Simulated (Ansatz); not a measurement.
## Run report: Mo, single-point calculation

The run: single-point calculation of Mo (P-1, 2 atoms in the cell). Method and program: DFT, PBE, plane waves, PAW, no spin polarisation (Ansatz 0.2.0).

The structure is a deliberately distorted cell. Figures and captions count atoms from 1; the log counts them from 0 in places.

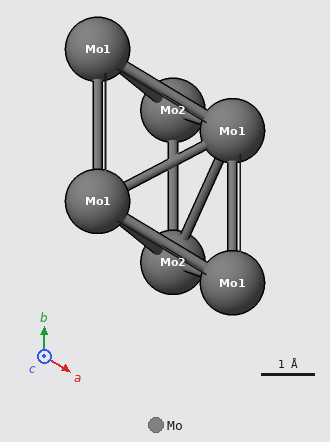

**Figure 1.** The input geometry (ball-and-stick view of the cell of the calculation, set on other vectors, along the c axis; atoms are numbered from 1 in the order of the input). Near neighbours in the crystal (not all of them lie inside the picture): Mo has 12 Mo at 2.74 to 3.22 Å.

The input:
```yaml
crystal:
  lattice:
    - [-2.122493, 4.226707, 2.060228]
    - [2.122937, -0.022448, 2.105567]
    - [2.102952, 2.104814, -0.002462]
  atoms:
    - { symbol: Mo, position: [0.941854, 0.891744, 0.999345] }
    - { symbol: Mo, position: [0.442292, 0.493763, 0.058031] }
kpoints:
  mp_grid: { grid: [4, 7, 7], shift: [0.5, 0.0, 0.0] }
magnetization:
  spin_polarized: false
scf:
  occupations: { method: gaussian, width: 0.0493 }
hamiltonian:
  pseudopotentials: { kind: paw }
  xc: pbe
basis:
  ecutwfc: "36.7 Ry"
output:
  forces: true
  stress: true
  eigenvalues: true
  write_density: true
  write_potential: true
  elf: true
  volumetric_format: npy
```

Run on 1 thread of an x86-64 CPU, shared host.

Launch command:
```bash
ansatz run input.yaml --threads 1 --pin off --max-ram 2560MiB --backend cpu --events-out ev --progress --plain --runs-dir out
```

The program's output:
```
Engine: ansatz 0.2.0, x86_64-unknown-linux-gnu
Pseudopotentials: kind: paw
Pseudopotential: Mo, paw, valence charge 14, recommended cutoff 420 eV (normal), Mo.paw.azcp
Functional definition: PBE
  parameter kappa = 0.804
  parameter beta = 0.06672455060314922
  exchange = pbe_x(kappa = kappa, mu = beta*pi^2/3)
  correlation = pbe_c(beta = beta)
Crystal: 2 atoms, lattice volume = 37.447 Å³
Basis set: ecut = 499.3289376138798 eV, 959 PW (Γ), exchange–correlation on 80×48×48 points (8 copies of the dense FFT grid, shifted against one another)
Bands: 18, of which v1, the nominal top of the filled ones, is band 14 counted from 1 (13 counted from 0)
Symmetry: 2 space group operations
Space group: P-1 (ITA 2), of the structure as read, at distance tolerance 3.3e-5 Å
k-points: 98 of 196
Non-local potential: Mo, projectors of the file, l = 0: 3, l = 1: 2, l = 2: 2, l = 3: 1
PAW form: soft (Blöchl's): semilocal exchange-correlation on the pseudo side does not see the compensation charge
PAW one-centre angular grid: Mo, 590 points (default); XC on 64 Gauss nodes
Initial density: superposition of atomic densities (neutral atoms: chi_scale 0, normalization atom), corrected by the library's trained network
Initial wavefunctions: pseudopotential atomic-orbital guess
Functional: x = pbe(κ = 0.804, μ = 0.2195149727645171), c = pbe(β = 0.06672455060314922)
SCF iter   1: F=—  HF=-9910.713666 eV  |F-HF|=—  |Δ(HF+E_count)|=         —  Δρ=5.17e-3  dr2=6.62e-3  ethr=1.77e-3  ⟨swp⟩=5.5  Hψ=7947  notcnv=0
preconditioner: auto → Kerker (q_TF=auto, 2.599 Å⁻¹)  [metal: Δε(μ)=0.008 eV  Ē_g=3.654 eV  σ=0.049 eV  W_gap=0.09  n_scr=16 (ndim 8)  ℏωp=21.0 eV  f_vac=0.000  D(μ)=3.78/eV (n_scr^D=48)]
SCF iter   2: F=—  HF=-9910.713483 eV  |F-HF|=—  |Δ(HF+E_count)|=   1.83e-4  Δρ=2.93e-3  dr2=2.24e-3  ethr=2.36e-5  ⟨swp⟩=1.4  Hψ=2742  notcnv=0
SCF iter   3: F=—  HF=-9910.713360 eV  |F-HF|=—  |Δ(HF+E_count)|=   1.24e-4  Δρ=3.58e-4  dr2=3.27e-5  ethr=7.98e-6  ⟨swp⟩=2.0  Hψ=2334  notcnv=0
SCF iter   4: F=—  HF=-9910.713358 eV  |F-HF|=—  |Δ(HF+E_count)|=   1.26e-6  Δρ=8.45e-5  dr2=1.96e-6  ethr=1.17e-7  ⟨swp⟩=2.4  Hψ=3121  notcnv=0
SCF iter   5: F=—  HF=-9910.713358 eV  |F-HF|=—  |Δ(HF+E_count)|=   3.92e-7  Δρ=2.43e-5  dr2=1.22e-7  ethr=6.99e-9  ⟨swp⟩=3.0  Hψ=3109  notcnv=0
SCF iter   6: F=-9910.713358 eV  HF=-9910.713358 eV  |F-HF|=9.59e-10  |Δ(HF+E_count)|=   9.94e-9  Δρ=3.68e-6  dr2=4.25e-9  ethr=3.57e-10  ⟨swp⟩=7.3  Hψ=9907  notcnv=0
SCF 1 converged in 6 iterations: F = -9910.713358 eV  dr2 = 4.25e-9
  greatest PAW one-centre occupation: 0.998 electrons in one spin orbital (limit 2), on the Mo atom at site 1 (counted from 0), in its partial waves of l = 0
SCF converged after 6 iterations
Free energy (F): -9910.713358 eV
Harris-Foulkes:  -9910.713358 eV  (|F-HF|=9.59e-10)
Internal energy: -9910.708705 eV  (E = F + TS)
E sigma→0 (E₀):  -9910.711031 eV
Entropy (-TS):   -0.004653 eV (-2.327 meV/atom)
Fermi energy:    16.749773 eV
--- Per-component energies (eV) ---
  E_band       = -216.523443
  E_kinetic    = 870.570860
  E_local      = -1839.184099  (includes V_loc(G=0)·N_el)
  E_nonlocal   = 285.390429
  E_hartree    = 602.632291
  E_xc         = -362.355840
  E_vxc        = -451.758109  (∫ρ·V_xc dr)
  E_paw        = -6401.770277  (= ΣΔE_a)
  E_vpaw       = -286.808847  (= ΣTr[D̂ρ^β])
  E_aug_tail   = 0.000006  (compensation charges beyond the density's cutoff)
  E_ewald      = -3065.992075
  E_smearing   = -0.004653  (= −TS)
  E_closure    = 0.000000  (closes the sum)
  Σ components = -9910.713358   (vs F -9910.713358, Δ=0.00e0)
--- Forces (eV/Å), atoms counted from 1 ---
  atom   1  Mo    -0.04085525    -0.14959963    -0.12779551
  atom   2  Mo     0.04085525     0.14959963     0.12779551
  max |Σ_I F_I| component: 0.00e0 eV/Å
--- Stress (GPa, compression-positive) ---
      -30.230982      -0.381033      -0.948785
       -0.381033     -22.564820      -1.946657
       -0.948784      -1.946657     -25.096823
  P = ⅓ Tr σ = -25.9642 GPa (-259.642 kbar)
--- Band table (eV; the first three rows and the last of 98) ---
  k-point 0: bands = ["-44.1556", "-44.0282", "-18.5495", "-17.8638", "-17.8408", "-17.8058", "-17.7499", "-17.6778", "10.6047", "12.8573", "15.7079", "15.9926", "16.2452", "16.2963", "16.5128", "17.5191", "18.0499", "18.0890"]
  k-point 1: bands = ["-44.1409", "-44.0144", "-18.5320", "-17.9442", "-17.8960", "-17.8662", "-17.8228", "-17.6741", "11.0787", "13.3930", "15.4315", "15.7247", "16.0854", "16.6521", "16.6812", "16.7614", "17.8156", "18.2097"]
  k-point 2: bands = ["-44.0954", "-43.9959", "-18.4426", "-18.1767", "-18.1216", "-17.9649", "-17.8681", "-17.7091", "12.4162", "13.8238", "14.3908", "15.4019", "15.7627", "16.4252", "17.0231", "17.9948", "18.3392", "18.6565"]
  k-point 97: bands = ["-44.0979", "-44.0578", "-18.2858", "-18.0745", "-17.9436", "-17.8797", "-17.7904", "-17.7756", "12.3056", "13.0325", "14.9127", "15.0446", "16.0679", "16.5982", "16.7005", "17.0275", "17.5022", "18.0575"]
```

File rho_z.tsv:
```
# z_ang	rho[e/angstrom^3]
# format = ansatz-planar-average/11
# lattice	-2.122493000	4.226707000	2.060228000
# lattice	2.122937000	-0.022448000	2.105567000
# lattice	2.102952000	2.104814000	-0.002462000
# sites	2
# site	42	1.995612377	6.064358372	3.815600334
# site	42	0.231502475	1.980499162	1.950730569
0.000000	1.432735e0
0.123973	1.443294e0
0.247945	1.397857e0
0.371918	1.297356e0
0.495890	1.147732e0
0.619863	9.643451e-1
0.743835	7.711861e-1
0.867808	5.939514e-1
0.991780	4.515704e-1
1.115753	3.512539e-1
1.239725	2.889921e-1
1.363698	2.547139e-1
1.487671	2.389568e-1
1.611643	2.366263e-1
1.735616	2.469793e-1
1.859588	2.733659e-1
1.983561	3.237936e-1
2.107533	4.088160e-1
2.231506	5.355123e-1
2.355478	7.012506e-1
2.479451	8.912247e-1
2.603424	1.081400e0
2.727396	1.246116e0
2.851369	1.366280e0
```

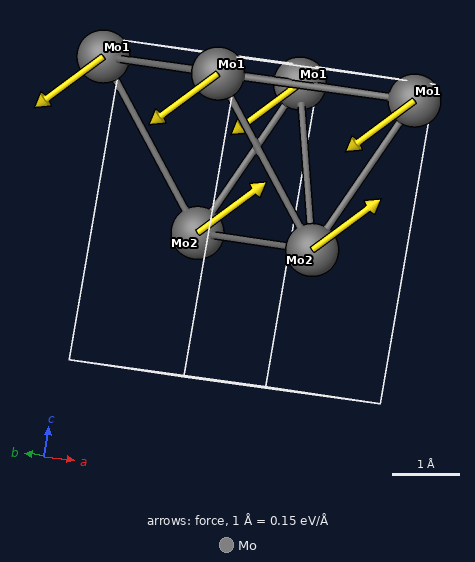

**Figure 2.** Forces on the atoms as yellow arrows (ball-and-stick view of the cell of the calculation, set on other vectors, seen at an oblique angle; atoms are numbered from 1 in the order of the input). The largest act on Mo1, Mo2 (0.20 eV/Å). The geometry is not a stationary point of this energy.

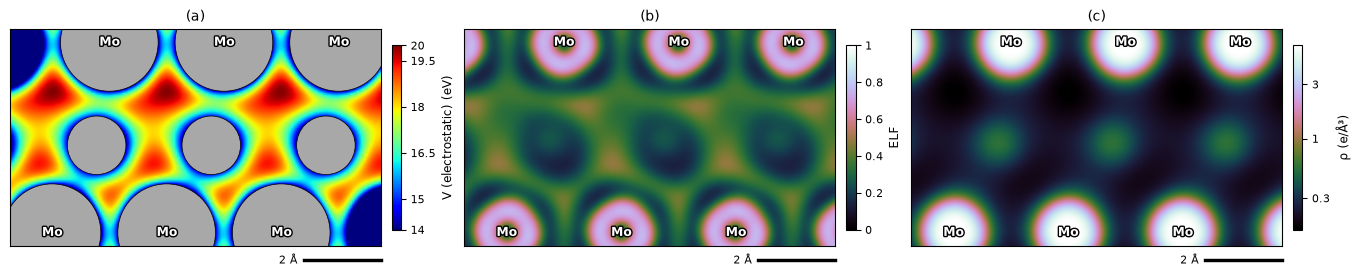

**Figure 3.** (a) electrostatic potential energy of an electron; (b) ELF; (c) valence electron density on the (011̄) plane of the conventional cell. Grey discs, where drawn, cover atomic cores. The section cuts through Mo sites. Mo–Mo (2.98 Å): ρ is about 0.26 e/Å³ halfway; the ELF is about 0.30 at the midpoint (no shared electron pair). Away from the nuclei the density in this plane falls to 0.16 e/Å³ at its lowest. The strong features right at Mo lie inside the PAW spheres (semicore, d or f shells) and say nothing about bonding. Outside the cores the potential energy rises away from the atoms and is highest about 1.8 Å from the nearest atoms; outside the discs it spans about 6 eV, and its zero is arbitrary. The fields are those of the smooth PAW valence density.

Summary:

```tsv
quantity	value
outcome	converged
space group (tolerance 0.01 Å)	P-1 (2)
electrons treated	28
free energy	−9910.7134 eV
Fermi energy	16.750 eV
pressure	−25.96 GPa
largest force (length of the vector)	0.201 eV/Å
wall time	5.1 s
peak memory	0.41 GiB
```

Remarks:

Settings chosen away from the usual ones: basis.ecutwfc set to 36.7 Ry (from 420). The cell is under a tension of 26 GPa at this level, so it is not at its equilibrium volume.
